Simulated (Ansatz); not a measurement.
# Does disorder add resistance in series? Pt(111) layers with 50 % Au

Two lengths of the disordered region are known. What area resistance does the third give?

Set-up. Ansatz 0.2.0, plane waves with PAW datasets at their recommended cutoffs (420 eV for most), Fermi-Dirac smearing; ballistic transmission by layer matching. The area resistance is RA = A (h/2e²)(1/T − 1/N), with T the zone-mean transmission per spin and N the lead's channels, both averaged over a few energies near the Fermi level; for magnets each spin is taken apart, with h/e², and the two conduct in parallel. Lateral cell 2x2, PBE, a fresh random draw for each length.

The runs, with one result withheld:

| length (Å) | channels N | RA (fΩ m²) |
| --- | --- | --- |
| 9.06 | 6.733 | 0.762 |
| 18.1 | 6.733 | 1.29 |
| 27.2 | 6.713 | ? |

**Fit on the rows shown.**

Ohm's law makes RA linear in the length: the slope is (1.29 − 0.762)/(18.1 − 9.06) = 0.0583 fΩ m² per Å, or 58 µΩ cm. Then 1.29 + 0.0583 × 9.06. Predicted: 1.82 fΩ m².

Check against the run:

1.59 fΩ m², so the prediction is 14 % too high. The three lengths together give 46 µΩ cm. The two increments are 0.53 and 0.30 fΩ m²; with one draw for each length, their difference can't be told from scatter.

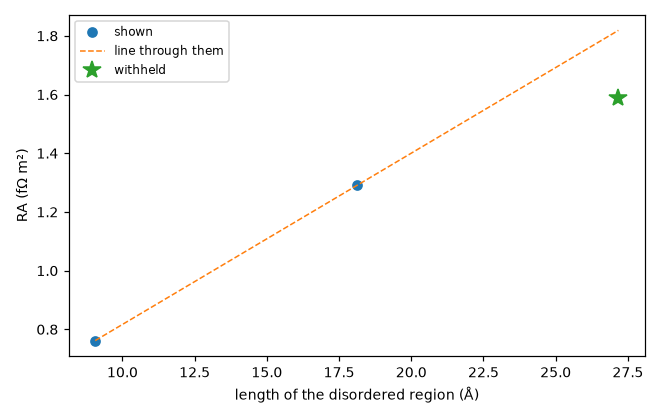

Area resistance against length.

Caveats: The scatterers repeat sideways with the small cell. The slope is a raw one; a model of isotropic scattering puts it 1.00 times the bulk value over these lengths. Atoms sit unrelaxed on the host's lattice, and the pair may not mix at random in practice. Spin-orbit coupling is left out, which matters for Au and Pt.
